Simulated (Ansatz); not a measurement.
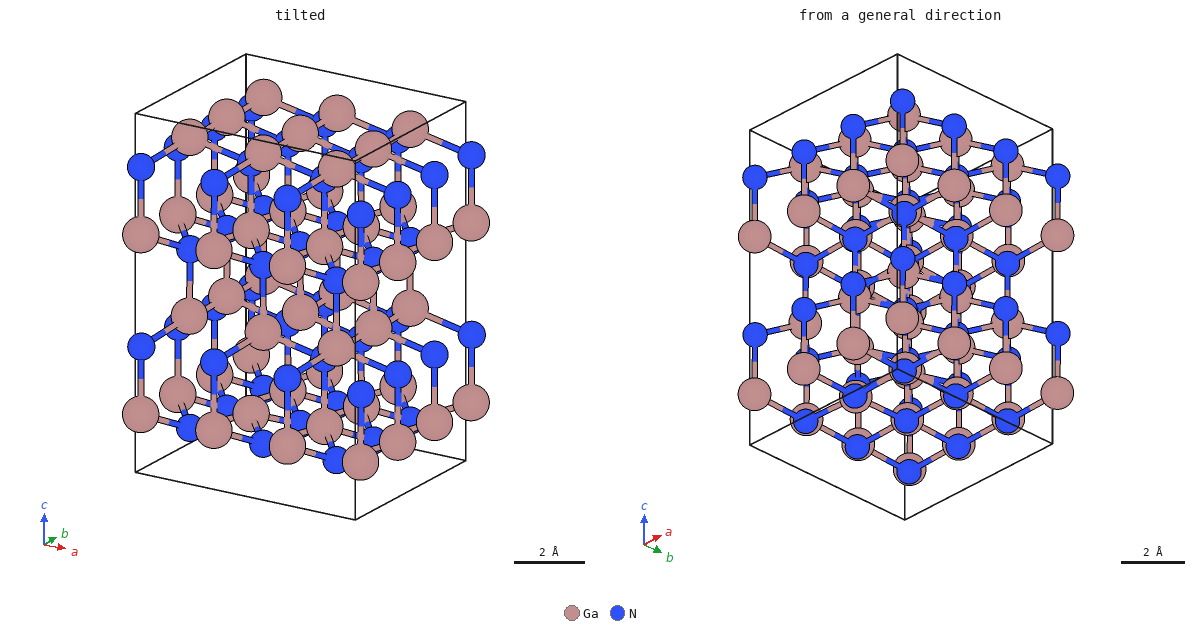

Ball-and-stick drawing of the structure, looking slightly off an axis and from a general direction. The supercell is outlined; an atom on or near a face, edge or corner is repeated at each equivalent position. The host is GaN, in a cell of 72 sites, and the cell is neutral.

> Describe the defect.

A nitrogen vacancy. Around the empty site lie four Ga at about 2.0 to 2.1 Å.

The calculation: DFT PBE, scalar-relativistic, plane waves, PAW (Ansatz 0.2.0), with a kinetic-energy cutoff of 420 eV, a 1×1×1 sampling of the Brillouin zone, Gaussian smearing of 0.01 eV, collinear spins.

> Does a spin moment come with the defect?

Yes, 1.0 μB in the cell.

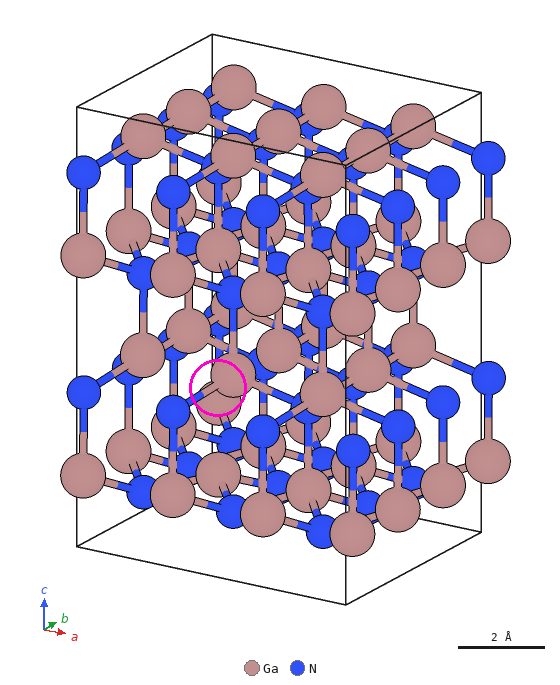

The same cell with a ring at the defect's site.

The atoms were relaxed in the host's cell with DFT PBE, scalar-relativistic, plane waves, PAW in Ansatz.
